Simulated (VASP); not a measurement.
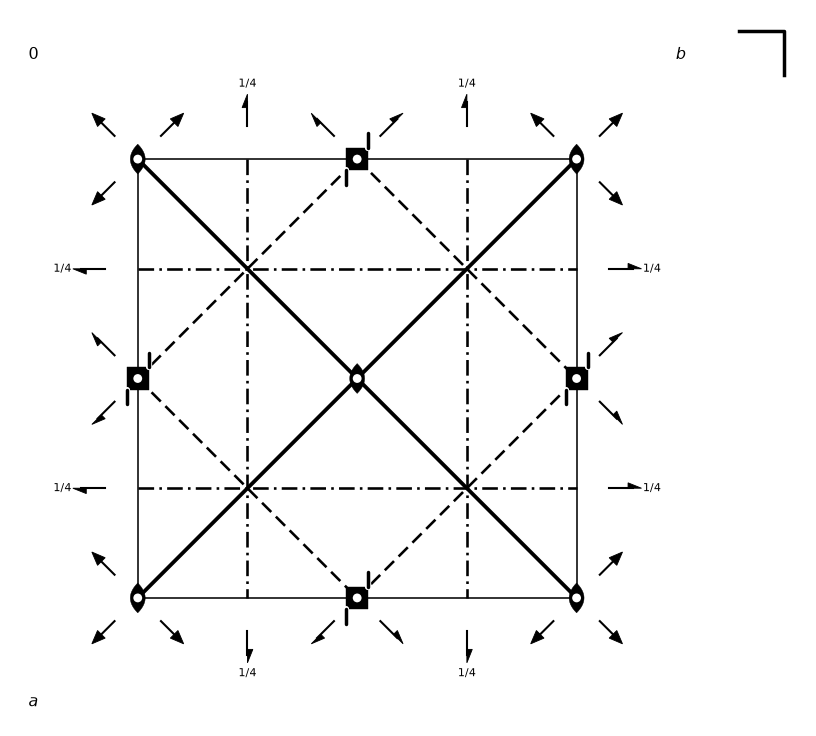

Symmetry elements of a space group, projected down c, computed from the operations of a computed or model structure of composition MnF2.

Symbols follow the International Tables: origin at the upper left, the third axis towards the viewer; heavy, dashed, dotted, dash-dotted and dash-dot-dot lines are mirror, in-plane glide, out-of-plane glide, diagonal (n; with arrows d) and double (e) glide planes seen edge on; arrows at the rim are 2 (full head) and 2₁ (half head) axes in the plane; the corner sign is a plane parallel to the page; fractions are heights. Handed screw axes carry their printed symbol instead of tails.

Question: Identify the space group.

Answer: No. 136, P4₂/mnm; primitive tetragonal, point group 4/mmm, 16 general positions a cell.

Question: List the elements shown.

Answer: 4₂ axes along c at (0, 1/2), (1/2, 0); 2 axes along c at (0, 0), (1/2, 1/2); inversion centres at (0, 0), (0, 1/2), (1/2, 0), (1/2, 1/2); mirror planes holding c and [1 1 0] or [−1 1 0]; in-plane glide planes holding c and [1 1 0] or [−1 1 0]; n glide planes normal to a, at x = 1/4, 3/4; n glide planes normal to b, at y = 1/4, 3/4; a mirror plane normal to c at height 0; 2 axes along [1 1 0] at height 0; 2 axes along [−1 1 0] at height 0; 2₁ axes along [1 1 0] at height 0; 2₁ axes along [−1 1 0] at height 0; 2₁ axes along a at height 1/4; 2₁ axes along b at height 1/4. Heights repeat every half period; positions are (a, b) fractions, modulo 1.

Question: Write the general positions (in any order).

Answer: x, y, z
−x, −y, −z
−y+1/2, x+1/2, z+1/2
y+1/2, −x+1/2, −z+1/2
−x, −y, z
x, y, −z
y+1/2, −x+1/2, z+1/2
−y+1/2, x+1/2, −z+1/2
x+1/2, −y+1/2, −z+1/2
−x+1/2, y+1/2, z+1/2
−y, −x, −z
y, x, z
−x+1/2, y+1/2, −z+1/2
x+1/2, −y+1/2, z+1/2
y, x, −z
−y, −x, z
